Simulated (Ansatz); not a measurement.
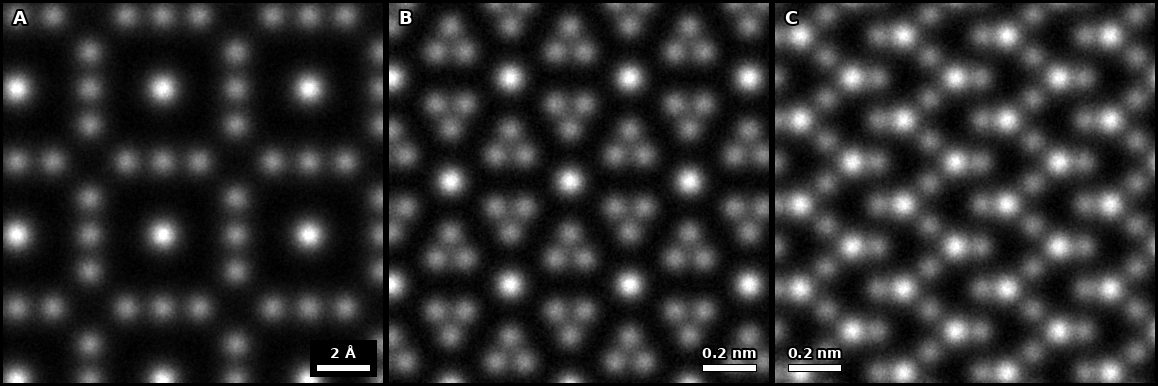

Three views of Zr (Pm-3n, No. 223) along different zone axes. Simulated as the projected potential of neutral atoms (B = 0.8 Å²) blurred by a 0.53 Å probe, the thin-sample limit of integrated differential phase contrast. Shot noise was added. Structure used: coordinates from a relaxation with Ansatz 0.2.0, DFT, PBE, plane waves (420 eV) with PAW, scalar-relativistic; the starting structure was generated, so it need not be a known form of this composition.

```yaml
crystal:
  lattice:
    - [5.69504, 0.00000, 0.00000]
    - [0.00000, 5.69504, 0.00000]
    - [0.00000, 0.00000, 5.69504]
  atoms:
    - { symbol: Zr, position: [0.00000, 0.00000, 0.00000] }
    - { symbol: Zr, position: [0.50000, 0.50000, 0.50000] }
    - { symbol: Zr, position: [0.25000, 0.00000, 0.50000] }
    - { symbol: Zr, position: [0.75000, 0.00000, 0.50000] }
    - { symbol: Zr, position: [0.50000, 0.25000, 0.00000] }
    - { symbol: Zr, position: [0.50000, 0.75000, 0.00000] }
    - { symbol: Zr, position: [0.00000, 0.50000, 0.25000] }
    - { symbol: Zr, position: [0.00000, 0.50000, 0.75000] }
```

Question: Match the panels to the zone axes [001], [111] and [211].

Answer: A is [001]: projected cell 5.70 × 5.70 Å, 90°, plane group p4mm. B is [111]: projected cell 4.65 × 4.65 Å, 120°, plane group p6mm. C is [211]: projected cell 3.29 × 4.03 Å, 90°, plane group p2mg.
